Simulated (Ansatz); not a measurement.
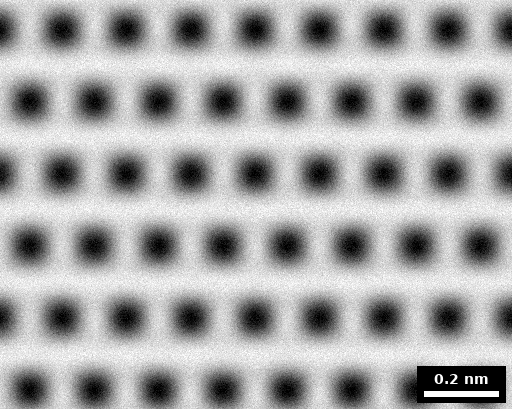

HRTEM-like image of Tl (Im-3m, No. 229). Simulated in the weak-phase-object approximation with neutral-atom potentials: 200 kV, Cs = 40 µm, defocus −120 Å (negative is underfocus), defocus spread 8 Å, aperture 0.96 1/Å. Shot noise was added. Model: a calculation's starting geometry; the starting structure was generated, so it need not be a known form of this composition.

```
CELL_PARAMETERS angstrom
3.93918 0.00000 0.00000
0.00000 3.93918 0.00000
0.00000 0.00000 3.93918
ATOMIC_POSITIONS crystal
Tl 0.00000 0.00000 0.00000
Tl 0.50000 0.50000 0.50000
```

Q: Along which zone axis is the crystal seen: [110], [210] or [001]? (Directions equivalent by symmetry count as one.)

A: [210]. The projected cells are 1.97 × 2.79 Å, 90° for [110]; 1.76 × 2.16 Å, 114° for [210]; 2.79 × 2.79 Å, 90° for [001], and the image repeats as the [210] one does.
